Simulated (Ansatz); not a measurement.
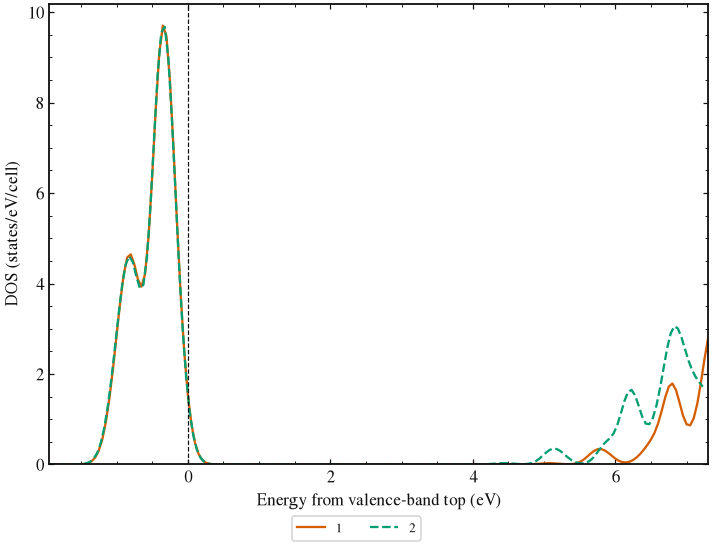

Total densities of states of KBr, space group Fm-3m, 2 atoms in the cell, rocksalt type, by two methods on the same cell. The curves are built from the levels of the k mesh with Gaussians 0.3 eV wide, which also blur the band edges. Each is counted from its own valence-band top.

> Which curve is which? The methods: r2SCAN, PBE.

1 is r2SCAN; 2 is PBE. r2SCAN gives a gap of 5.07 eV and PBE gives a gap of 4.43 eV.

Settings. r2SCAN: DFT, r2SCAN, plane waves, PAW, no spin polarisation, 6×6×6 k mesh, 500 eV cutoff (Ansatz 0.2.0). PBE: DFT, PBE, plane waves, PAW, no spin polarisation, 6×6×6 k mesh, 420 eV cutoff, Fermi-Dirac smearing of 0.02 eV (Ansatz 0.2.0).
